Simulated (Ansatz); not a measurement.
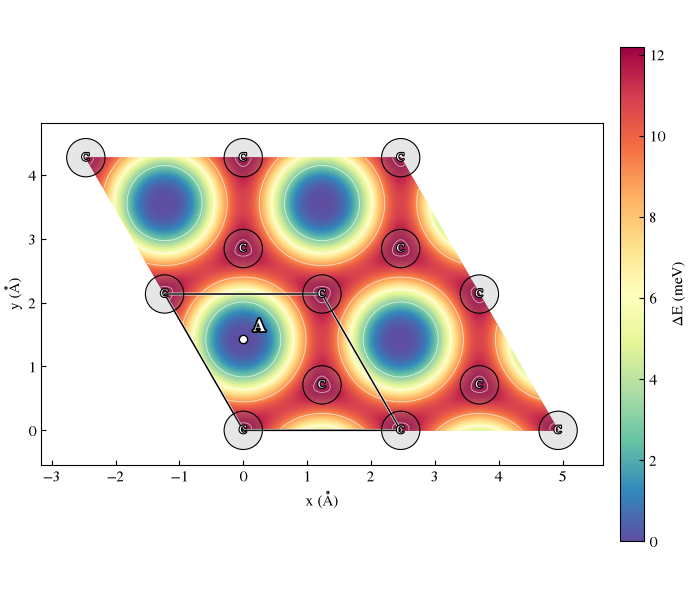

Si on a two-dimensional sheet of C (8 atoms of substrate and one adsorbate in a 2 × 2 cell). 
- Si is moved over the surface cell at a fixed height above a rigid substrate; the origin of the map has the adsorbate above C1; the height is held at 3.30 Å.
- Places are given modulo a cell vector. The map is drawn in real space over the plane of the surface.
- The scan uses a 6 × 6 grid; 7 points were computed and 29 follow by symmetry.
- Places are given in fractions of the 1 × 1 surface cell.
- All energies are given in meV relative to the lowest grid point.
- At a fixed height the lowest place need not be the adsorption site.
- Method: DFT PBE+D3(BJ), scalar-relativistic, plane waves, PAW (Ansatz). Settings: cutoff 420 eV, k-mesh 6×6×1, gaussian smearing 0.1 eV, spin-polarised.

In the figure: a smooth colour map with a few white contour lines, labelled circles for the atoms of the top layer, the outline of one cell of the 2 × 2 shown, the point A. Between grid points the surface is interpolated.

Question: Find the lowest pass out of the well at A.

Answer: The easiest path leads from the well at a sixfold hollow, (2/6, 4/6) of the cell vectors to its copy one period on. Its highest point lies about 11 meV above the bottom of the first well on the interpolated surface, at a bridge site between two C atoms, (2/6, 1/6) of the cell vectors. This is the barrier on the constrained surface; relaxing the other coordinates would change it.

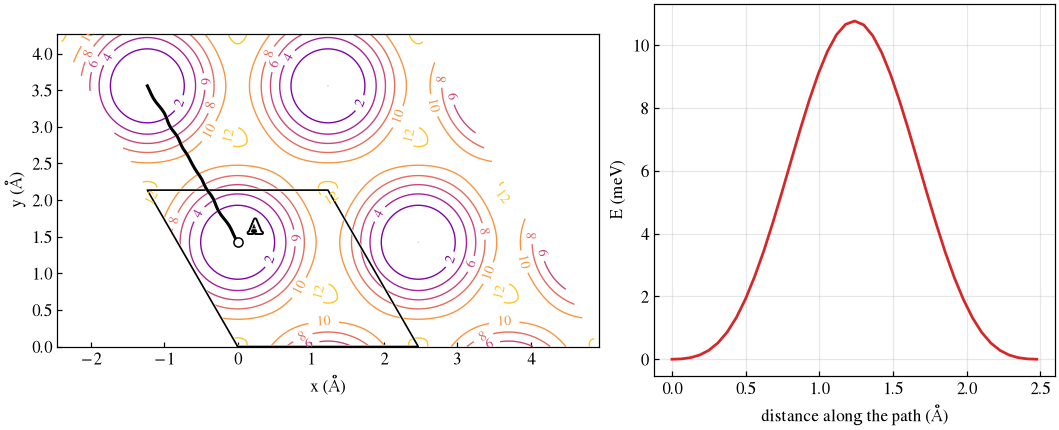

Drawn: contour lines labelled in meV, a line along the lowest path, the outline of one cell of the 2 × 2 shown, the energy along the path at the right. Between grid points the surface is interpolated.
